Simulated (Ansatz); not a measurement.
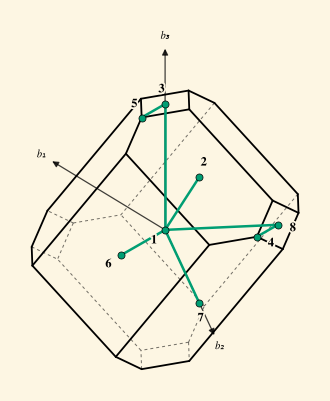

The first Brillouin zone of a base-centred monoclinic lattice (mC; extended symbol mC3) is drawn with its special points numbered. Crystal: I, coordinates from a relaxation with Ansatz, DFT PBEsol, scalar-relativistic, plane waves, PAW. Symmetry computed with spglib at a tolerance of 0.002 Å; standard conventional cell.

a = 4.686 Å, b = 7.367 Å, c = 2.918 Å, α = 90.00°, β = 127.82°, γ = 90.00°.

Labels and path follow the convention of Hinuma et al. (2017), as computed by seekpath; the arrows show the directions of the reciprocal primitive vectors b₁, b₂, b₃, in which coordinates are given.

Give the label and coordinates of each numbered point.

```json
{"no.": "1", "label": "Γ", "coordinates": "(0, 0, 0)"}
{"no.": "2", "label": "L₂", "coordinates": "(0, 1/2, 1/2)"}
{"no.": "3", "label": "A", "coordinates": "(0, 0, 1/2)"}
{"no.": "4", "label": "I", "coordinates": "(−0.265, 0.735, 1/2)"}
{"no.": "5", "label": "I₂", "coordinates": "(0.265, 0.265, 1/2)"}
{"no.": "6", "label": "Y", "coordinates": "(1/2, 1/2, 0)"}
{"no.": "7", "label": "V₂", "coordinates": "(0, 1/2, 0)"}
{"no.": "8", "label": "M₂", "coordinates": "(−1/2, 1/2, 1/2)"}
```
